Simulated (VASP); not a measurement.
ZrC, space group P6_3/mmc (No. 194), a = 3.353 Å, b = 3.353 Å, c = 5.339 Å, α = 90.00°, β = 90.00°, γ = 120.00°

```tsv
site	Wyckoff	x	y	z
Zr	2c	0.6667	0.3333	0.7500
C	2a	0.0000	0.0000	0.5000
```

Origin: the geometry relaxed with VASP Kohn-Sham DFT of a periodic cell, r2SCAN with rVV10, VASP PAW PBE potentials, recommended in VASP 6.6.1.

### Describe the coordination of Zr.

ZrC6: a clearly distorted trigonal prism (coordination number 6, S = 1.21; next best pentagonal pyramid, S = 16.8). Bonds: 6 × Zr–C 2.35 Å. The next neighbour, not counted, lies at 3.30 Å.

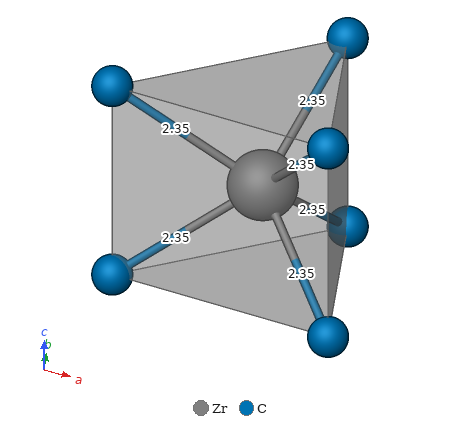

The polyhedron about Zr. The shape measure S (0 to 100) is the computed least-squares distance from an ideal polyhedron; S = 0 means ideal.
